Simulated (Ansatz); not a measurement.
# Two runs on Pd

System: Pd (Im-3m, 1 atom in the cell).
Method of run A: DFT r2SCAN, scalar-relativistic, plane waves, PAW, no spin polarisation (Ansatz 0.2.0).

The structure was built on a prototype by a generator; it need not be a known phase. Text and figures count atoms from 1; the logs count them from 0 in places.

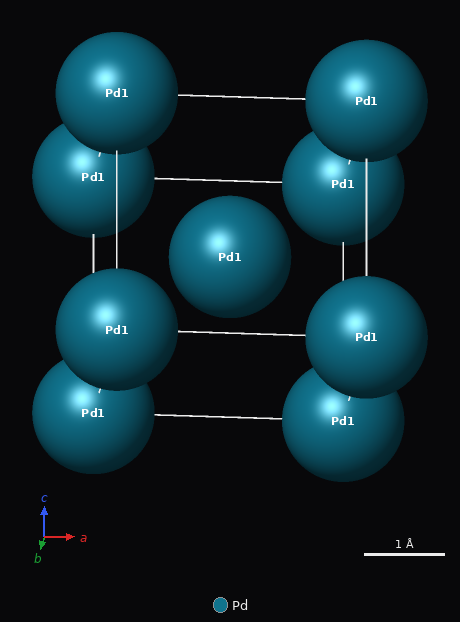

**Figure 1.** The structure as given in the input (spheres-only view of the cell 2 times as large as that of the calculation, set on its symmetry axes, seen at an oblique angle; atoms are numbered from 1 in the order of the input).

### Input file, run A
```yaml
crystal:
  lattice:
    - [-1.5698711739, 1.5698711739, 1.5698711739]
    - [1.5698711739, -1.5698711739, 1.5698711739]
    - [1.5698711739, 1.5698711739, -1.5698711739]
  atoms:
    - { symbol: Pd, position: [0.0, 0.0, 0.0] }
basis:
  ecutwfc: 600
  ecutrho_ratio: 5
kpoints:
  mp_grid: { grid: [18, 18, 18] }
hamiltonian:
  xc: r2scan
scf:
  occupations: { method: gaussian, width: 0.05 }
output:
  forces: true
  stress: true
  eigenvalues: true
```

Hardware: 2 threads of an x86-64 CPU, shared host.

### Output, shortened to warnings, some set-up lines, iterations and results (run A)
```
Basis set: ecut = 600 eV, 531 PW (Γ), exchange–correlation on 100×100×100 points (64 copies of the dense FFT grid, shifted against one another)
Symmetry: 48 space group operations
k-points: 195 of 5832
Initial density: superposition of atomic densities (neutral atoms: chi_scale 0, normalization atom), corrected by the library's trained network
[...]
SCF iter   1: F=—  HF=-6985.690160 eV  |F-HF|=—  |Δ(HF+E_count)|=         —  Δρ=2.13e-2  dr2=5.05e-2  dr2_τ=1.12e-2  ethr=1.77e-3  ⟨swp⟩=5.9  Hψ=14805  notcnv=0
SCF iter   2: F=—  HF=-6985.701239 eV  |F-HF|=—  |Δ(HF+E_count)|=   1.11e-2  Δρ=1.26e-2  dr2=1.36e-2  dr2_τ=1.97e-3  ethr=2.80e-4  ⟨swp⟩=2.8  Hψ=5655  notcnv=0  defer=15
SCF iter   3: F=—  HF=-6985.697516 eV  |F-HF|=—  |Δ(HF+E_count)|=   3.72e-3  Δρ=4.90e-3  dr2=1.21e-3  dr2_τ=8.60e-5  ethr=7.57e-5  ⟨swp⟩=2.1  Hψ=4219  notcnv=0  defer=15
SCF iter   4: F=—  HF=-6985.697427 eV  |F-HF|=—  |Δ(HF+E_count)|=   8.98e-5  Δρ=1.09e-3  dr2=1.49e-4  dr2_τ=7.01e-6  ethr=6.73e-6  ⟨swp⟩=2.0  Hψ=4103  notcnv=0  defer=15
SCF iter   5: F=—  HF=-6985.697401 eV  |F-HF|=—  |Δ(HF+E_count)|=   2.56e-5  Δρ=2.06e-4  dr2=5.43e-6  dr2_τ=1.95e-7  ethr=8.30e-7  ⟨swp⟩=2.4  Hψ=3476  notcnv=0  defer=15
SCF iter   6: F=—  HF=-6985.697399 eV  |F-HF|=—  |Δ(HF+E_count)|=   1.60e-6  Δρ=1.07e-5  dr2=7.35e-9  dr2_τ=8.47e-10  ethr=5.56e-10  ⟨swp⟩=3.7  Hψ=11281  notcnv=0
SCF iter   7: F=-6985.697399 eV  HF=-6985.697399 eV  |F-HF|=1.02e-10  |Δ(HF+E_count)|=   8.04e-9  Δρ=1.16e-6  dr2=1.58e-10  dr2_τ=1.77e-11  ethr=4.08e-11  ⟨swp⟩=2.0  Hψ=7528  …
SCF 1 converged in 7 iterations: F = -6985.697399 eV  dr2 = 1.58e-10
SCF converged after 7 iterations
Free energy (F): -6985.697399 eV
Harris-Foulkes:  -6985.697399 eV  (|F-HF|=1.02e-10)
Internal energy: -6985.695468 eV  (E = F + TS)
E sigma→0 (E₀):  -6985.696434 eV
Entropy (-TS):   -0.001931 eV (-1.931 meV/atom)
Fermi energy:    18.372057 eV
--- Per-component energies (eV) ---
  E_band       = -173.158954
  E_kinetic    = 515.083697
  E_local      = -1820.971032  (includes V_loc(G=0)·N_el)
  E_nonlocal   = 217.743278
  E_hartree    = 738.910005
  E_xc         = -159.943345
  E_vxc        = -231.900847  (∫ρ·V_xc dr)
  E_paw        = -3772.215223  (= ΣΔE_a)
  E_vpaw       = -347.983189  (= ΣTr[D̂ρ^β])
  E_aug_tail   = 0.000012  (compensation charges beyond the density's cutoff)
  E_vtau       = 17.048643  (kinetic-family band-sum trace: ∫τ·v_τ [+ j·A + Jᵃ·Aᵃ] dr)
  E_ewald      = -2703.850775
  E_core_change = -0.452087  (= ΣΔE_core)
  E_smearing   = -0.001931  (= −TS)
  E_closure    = 0.000000  (closes the sum)
  Σ components = -6985.697399   (vs F -6985.697399, Δ=0.00e0)
--- Forces (eV/Å), atoms counted from 1 ---
  atom   1  Pd    -0.00000000     0.00000000    -0.00000000
  max |Σ_I F_I| component: 7.60e-32 eV/Å
--- Stress (GPa, compression-positive) ---
       -4.918529      -0.000000      -0.000000
       -0.000000      -4.918529       0.000000
       -0.000000       0.000000      -4.918529
  P = ⅓ Tr σ = -4.9185 GPa (-49.185 kbar)
```

The input of run B differs as follows (lines with − go, lines with + come):
```diff
-    - [-1.5698711739, 1.5698711739, 1.5698711739]
-    - [1.5698711739, -1.5698711739, 1.5698711739]
-    - [1.5698711739, 1.5698711739, -1.5698711739]
+    - [-1.5525213405, 1.5525213405, 1.5525213405]
+    - [1.5525213405, -1.5525213405, 1.5525213405]
+    - [1.5525213405, 1.5525213405, -1.5525213405]
```

What does this change do to the results?

With the same functional and potentials, run B lies 7.0 meV per atom lower. The pressure goes from −4.92 to 0.66 GPa. The volume per atom goes from 15.48 to 14.97 Å³. The cell is scaled evenly with the atoms at fixed fractional positions, so −ΔP/Δ ln V estimates the bulk modulus midway between the two volumes: about 170 GPa. The number of SCF iterations is the same.

### Output, shortened to warnings, some set-up lines, iterations and results (run B)
```
Basis set: ecut = 600 eV, 531 PW (Γ), exchange–correlation on 100×100×100 points (64 copies of the dense FFT grid, shifted against one another)
Symmetry: 48 space group operations
k-points: 195 of 5832
Initial density: superposition of atomic densities (neutral atoms: chi_scale 0, normalization atom), corrected by the library's trained network
[...]
SCF iter   1: F=—  HF=-6985.698086 eV  |F-HF|=—  |Δ(HF+E_count)|=         —  Δρ=2.13e-2  dr2=4.74e-2  dr2_τ=1.17e-2  ethr=1.77e-3  ⟨swp⟩=5.9  Hψ=14854  notcnv=0
SCF iter   2: F=—  HF=-6985.707792 eV  |F-HF|=—  |Δ(HF+E_count)|=   9.71e-3  Δρ=1.22e-2  dr2=1.16e-2  dr2_τ=1.78e-3  ethr=2.63e-4  ⟨swp⟩=2.8  Hψ=5651  notcnv=0  defer=16
SCF iter   3: F=—  HF=-6985.704555 eV  |F-HF|=—  |Δ(HF+E_count)|=   3.24e-3  Δρ=4.86e-3  dr2=1.15e-3  dr2_τ=8.39e-5  ethr=6.43e-5  ⟨swp⟩=2.1  Hψ=4228  notcnv=0  defer=16
SCF iter   4: F=—  HF=-6985.704473 eV  |F-HF|=—  |Δ(HF+E_count)|=   8.21e-5  Δρ=1.12e-3  dr2=1.44e-4  dr2_τ=6.54e-6  ethr=6.39e-6  ⟨swp⟩=1.9  Hψ=3856  notcnv=0  defer=16
SCF iter   5: F=—  HF=-6985.704450 eV  |F-HF|=—  |Δ(HF+E_count)|=   2.32e-5  Δρ=1.94e-4  dr2=4.45e-6  dr2_τ=1.59e-7  ethr=8.02e-7  ⟨swp⟩=2.5  Hψ=3406  notcnv=0  defer=16
SCF iter   6: F=—  HF=-6985.704446 eV  |F-HF|=—  |Δ(HF+E_count)|=   4.06e-6  Δρ=1.01e-5  dr2=4.56e-9  dr2_τ=6.64e-10  ethr=5.56e-10  ⟨swp⟩=3.6  Hψ=11051  notcnv=0
SCF iter   7: F=-6985.704446 eV  HF=-6985.704446 eV  |F-HF|=4.46e-11  |Δ(HF+E_count)|=   9.23e-9  Δρ=1.01e-6  dr2=4.77e-11  dr2_τ=2.90e-11  ethr=2.53e-11  ⟨swp⟩=1.8  Hψ=7191  …
SCF 1 converged in 7 iterations: F = -6985.704446 eV  dr2 = 4.77e-11
SCF converged after 7 iterations
Free energy (F): -6985.704446 eV
Harris-Foulkes:  -6985.704446 eV  (|F-HF|=4.46e-11)
Internal energy: -6985.702582 eV  (E = F + TS)
E sigma→0 (E₀):  -6985.703514 eV
Entropy (-TS):   -0.001863 eV (-1.863 meV/atom)
Fermi energy:    19.226691 eV
--- Per-component energies (eV) ---
  E_band       = -159.926288
  E_kinetic    = 515.807941
  E_local      = -1774.216241  (includes V_loc(G=0)·N_el)
  E_nonlocal   = 217.655993
  E_hartree    = 722.097384
  E_xc         = -160.303006
  E_vxc        = -232.440777  (∫ρ·V_xc dr)
  E_paw        = -3772.225562  (= ΣΔE_a)
  E_vpaw       = -348.002536  (= ΣTr[D̂ρ^β])
  E_aug_tail   = 0.000012  (compensation charges beyond the density's cutoff)
  E_vtau       = 17.074700  (kinetic-family band-sum trace: ∫τ·v_τ [+ j·A + Jᵃ·Aᵃ] dr)
  E_ewald      = -2734.067017
  E_core_change = -0.452087  (= ΣΔE_core)
  E_smearing   = -0.001863  (= −TS)
  E_closure    = 0.000000  (closes the sum)
  Σ components = -6985.704446   (vs F -6985.704446, Δ=0.00e0)
--- Forces (eV/Å), atoms counted from 1 ---
  atom   1  Pd    -0.00000000     0.00000000     0.00000000
  max |Σ_I F_I| component: 1.15e-31 eV/Å
--- Stress (GPa, compression-positive) ---
        0.664046      -0.000000       0.000000
       -0.000000       0.664046      -0.000000
       -0.000000       0.000000       0.664046
  P = ⅓ Tr σ = 0.6640 GPa (6.640 kbar)
```

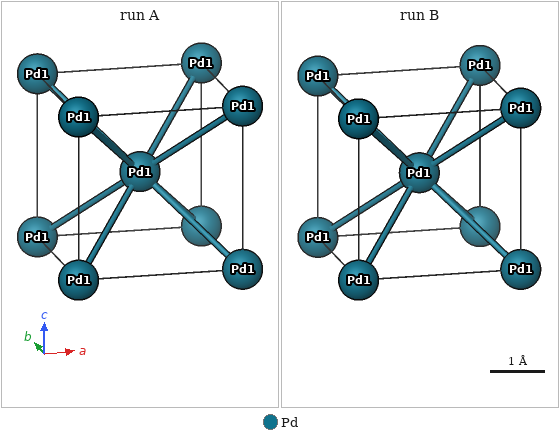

**Figure 2.** The two input geometries at one scale (ball-and-stick view of the cell 2 times as large as that of the calculation, set on its symmetry axes, seen slightly off an axis). No atom moves by more than 0.005 Å relative to the cell. The volume changes by −3.3 %, with a = b = c 3.140 → 3.105 Å (−1.1 %). Among the contacts that change: Pd1–Pd1 2.719 → 2.689 Å.

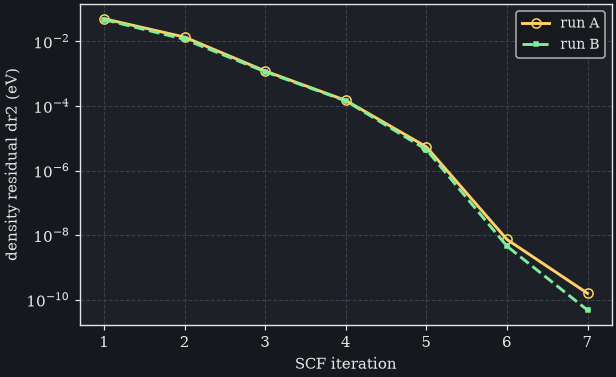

**Figure 3.** Convergence of the two runs: density residual dr2 against the SCF iteration. Run A takes 7 iterations in all, and run B takes 7.

### The two runs side by side

| quantity | run A | run B |
| --- | --- | --- |
| outcome | converged | converged |
| free energy per atom (eV) | −6985.6974 | −6985.7044 |
| energy per atom, smearing taken to zero (eV) | −6985.6964 | −6985.7035 |
| gap on the mesh (eV) | 0.00 | 0.00 |
| pressure (GPa) | −4.92 | 0.66 |
| volume per atom (Å³) | 15.48 | 14.97 |
| largest force (eV/Å) | 0.000 | 0.000 |
| SCF iterations | 7 | 7 |
| irreducible k-points | 195 | 195 |
| plane waves at Γ | 531 | 531 |
| wall time (shared host) | 1.9 s | 1.8 s |
